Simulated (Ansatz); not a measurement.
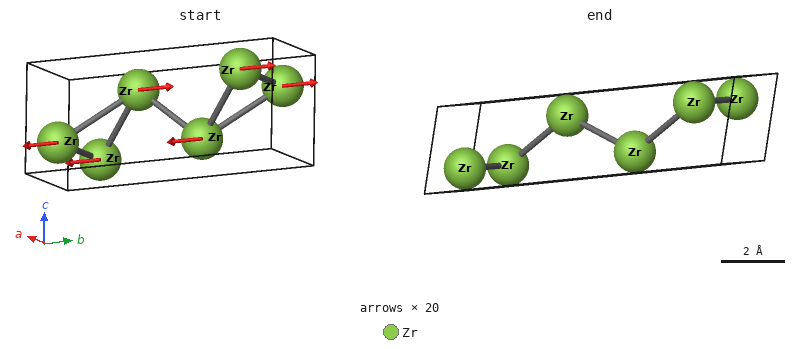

The structure of solid Zr (built on the Ga_15 type) (coarse preliminary run) before (left) and after (right) a relaxation, at one scale. The red arrows give the displacements (the part carried along by the change of the cell is left out), 20 times their true length.

The picture is a ball-and-stick view of the conventional cell (2 times the calculation's cell), seen from a free direction. Lengths and directions refer to the drawn axes.

Case: Ga type (C2/c, No. 15).

Computed with Ansatz, DFT PBE, scalar-relativistic, plane waves, PAW.

The input:
```yaml
crystal:
  lattice:
    - [1.5105802049, -4.3979401265, 0.0]
    - [1.5105802049, 4.3979401265, 0.0]
    - [-0.1282846313, 0.0, 3.6371123222]
  atoms:
    - { symbol: Zr, position: [0.869, 0.131, 0.25] }
    - { symbol: Zr, position: [0.131, 0.869, 0.75] }
basis:
  ecutwfc: 420
kpoints:
  mp_grid: { grid: [6, 6, 6] }
hamiltonian:
  xc: pbe
scf:
  occupations: { method: gaussian, width: 0.1 }
  lower_state_search: "off"
output:
  forces: true
  stress: true
  eigenvalues: true
relax:
  adjacent_minimum: "off"
  f_tol: 0.04
  max_steps: 70
  cell: { stress_tol: 0.4 }
```

> Describe what moved and what it gained.

The largest moves relative to the cell, 0.064 Å, are those of Zr1 and Zr2. Zr2 goes along +b. The drawn cell changes as follows: a 3.021 → 3.154 Å (+4.4 %), b 8.796 → 10.613 Å (+20.7 %), c 3.639 → 3.167 Å (−13.0 %), β 92.0° → 119.8°; the volume changes by −4.8 %. Near-neighbour distances that change, for instance: Zr1–Zr1 4.647 → 3.169 Å, Zr1–Zr2 3.189 → 3.810 Å, Zr1–Zr1 (another image) 3.639 → 3.167 Å, Zr1–Zr2 (another image) 2.936 → 3.090 Å. Among the angles between lasting bonds that change: Zr2–Zr1–Zr2 96.0° → 61.7°, Zr2–Zr1–Zr2 100.1° → 127.2°, Zr2–Zr1–Zr2 76.6° → 61.7°. The space group (tolerance 0.01 Å) goes from C2/c (No. 15) to Fddd (No. 70). Over 12 accepted moves (15 points after the start) the energy falls by 0.717 eV per cell of the calculation. The largest force component goes from 0.9 to 0.0011 eV/Å. The pressure goes from −0.19 to −0.07 GPa. The line search rejected the trial step at point 10 of the run. The SCF was repeated twice at an unchanged geometry on a basis and grid sized afresh for the cell, which shifted the energy by 8.2 meV per cell of the calculation at most.
